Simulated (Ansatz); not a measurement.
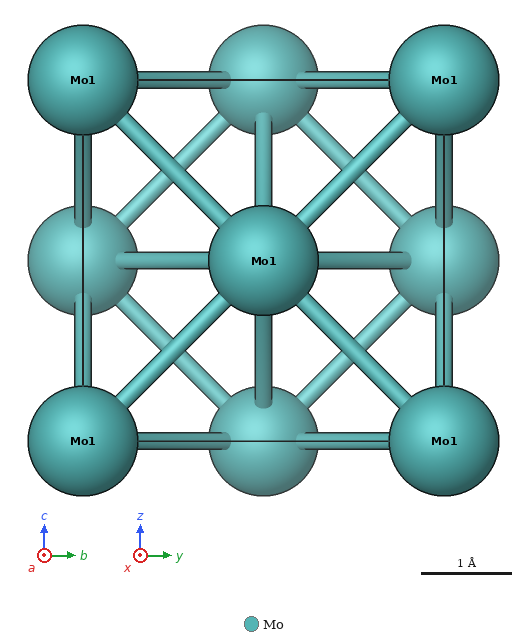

A scan of crystalline Mo (Fm-3m): the cell is strained equally along x and y and separately along z, with the atoms kept at their fractional coordinates. x, y and z are the Cartesian axes of the input. The picture shows the reference cell. A ball-and-stick model of the conventional cell (4 times the calculation's cell), seen along the a axis. Lengths and directions refer to the drawn axes.

All numbers below come from Ansatz, DFT PBE, scalar-relativistic, plane waves, PAW. Set-up: plane-wave cutoff 420 eV; k-point mesh 20 × 20 × 20; occupations gaussian; smearing width 0.15 eV; no spin polarisation. Energies (free energies at the smearing named) are counted from the cell as listed in its source, which wasn't relaxed.

The input:
```yaml
crystal:
  lattice:
    - [0.0, 2.015, 2.015]
    - [2.015, 0.0, 2.015]
    - [2.015, 2.015, 0.0]
  atoms:
    - { symbol: Mo, position: [0.0, 0.0, 0.0] }
basis:
  ecutwfc: 420
kpoints:
  mp_grid: { grid: [20, 20, 20] }
hamiltonian:
  xc: pbe
scf:
  occupations: { method: gaussian, width: 0.15 }
output:
  forces: true
  stress: true
  eigenvalues: true
```

Run as
```bash
ansatz run input.yaml --threads 1 --pin off --max-ram 1228MiB --backend cpu --events-out ev --progress --plain --runs-dir out
```

> Give the energy at each point on a grid with rows −0.080, −0.040, 0.000, 0.040, 0.080 and columns −0.080, −0.040, 0.000, 0.040, 0.080 (strain along x and y; strain along z).

Rows: strain along x and y; columns: strain along z; values in meV/atom.

|  | −0.080 | −0.040 | 0.000 | 0.040 | 0.080 |
| --- | --- | --- | --- | --- | --- |
| −0.080 | 726 | 459 | 250 | 93 | −14 |
| −0.040 | 258 | 128 | 32 | −29 | −57 |
| 0.000 | −4 | −12 | 0 | 26 | 70 |
| 0.040 | −101 | −11 | 93 | 201 | 312 |
| 0.080 | −67 | 102 | 277 | 452 | 623 |

In pairs of (strain along x and y; strain along z): the lowest computed point lies at (0.040, −0.080) (−101 meV/atom), the highest at (−0.080, −0.080) (726 meV/atom). It lies on the edge of the grid, so the true minimum may be outside the range scanned. The pressure runs from −35.2 GPa at (0.080, 0.080) to 86.1 GPa at (−0.080, −0.080).

As a map, interpolated between the computed points (dots):

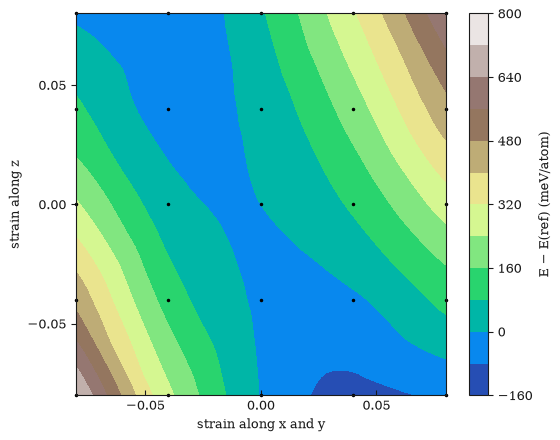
